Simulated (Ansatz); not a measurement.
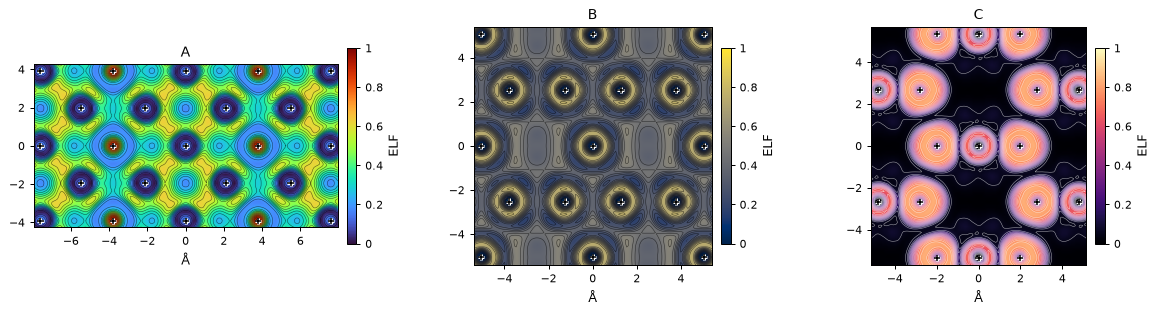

The electron localisation function of 3 systems, each on a plane through atoms (crosses mark nuclei in the plane).

The calculation used Ansatz 0.2.0, DFT r2SCAN, scalar-relativistic, plane waves, PAW.

System 1: Al₃Cu, the (110) plane of the calculation cell. Space group P4/mmm; a structure from a database of computed crystals, not necessarily the ambient phase; computed without spin polarisation.

```cif
data_structure
_symmetry_space_group_name_H-M 'P 1'
_symmetry_Int_Tables_number 1
_cell_length_a 2.7738
_cell_length_b 2.7738
_cell_length_c 15.1837
_cell_angle_alpha 90.000
_cell_angle_beta 90.000
_cell_angle_gamma 90.000
_cell_volume 116.82
loop_
_atom_site_label
_atom_site_type_symbol
_atom_site_fract_x
_atom_site_fract_y
_atom_site_fract_z
_atom_site_occupancy
Al1 Al 0.00000 0.00000 0.25000 1
Al2 Al 0.00000 0.00000 0.75000 1
Al3 Al 0.50000 0.50000 0.11132 1
Al4 Al 0.50000 0.50000 0.61132 1
Al5 Al 0.50000 0.50000 0.38868 1
Al6 Al 0.50000 0.50000 0.88868 1
Cu1 Cu 0.00000 0.00000 0.00000 1
Cu2 Cu 0.00000 0.00000 0.50000 1
```

System 2: W, the (110) plane of the conventional cell. Space group Cccm; changed on purpose from its base cell (strain +0.0450 x Voigt [0, 0, 0, 1, 0, 0], atoms carried along).

System 3: TiO₂, the (11̄0) plane of the conventional cell. Space group I4₁/amd; a structure from a database of computed crystals, not necessarily the ambient phase; computed without spin polarisation.

```xyz
12
Lattice="2.6712 -2.6713 -0.0202 2.6712 2.6713 -0.0202 0.0716 0.0000 9.5838" Properties=species:S:1:pos:R:3 pbc="T T T"
Ti    1.3534   -1.3355    2.3856
Ti    4.0603   -1.3355    7.1573
Ti    2.7427   -0.0001    9.5633
Ti    2.7068    2.6711    4.7714
O     4.0393    1.3355    4.3519
O     4.0751   -1.3357    9.1438
O     2.6920   -2.6712    2.7850
O     2.7279    0.0001    7.5769
O     4.0097    1.3355    0.3790
O     1.3744    1.3355    5.1910
O     2.6858    0.0001    1.9661
O     5.3928    0.0001    6.7378
```

> Which map belongs to which system?

Panel A is system 1, Al₃Cu: the plane holds Al and Cu. Al–Cu (2.59 Å): the ELF is about 0.45 at the midpoint. Panel B is system 2, W: the plane holds W. W–W (2.53 Å): the ELF is about 0.40 at the midpoint. Panel C is system 3, TiO₂: the plane holds Ti and O. Ti–O (1.99 Å): the ELF peaks at about 0.85 in the valence shell of O, 0.6 Å from its nucleus, and is about 0.20 at the midpoint (no localised pair shows between them).
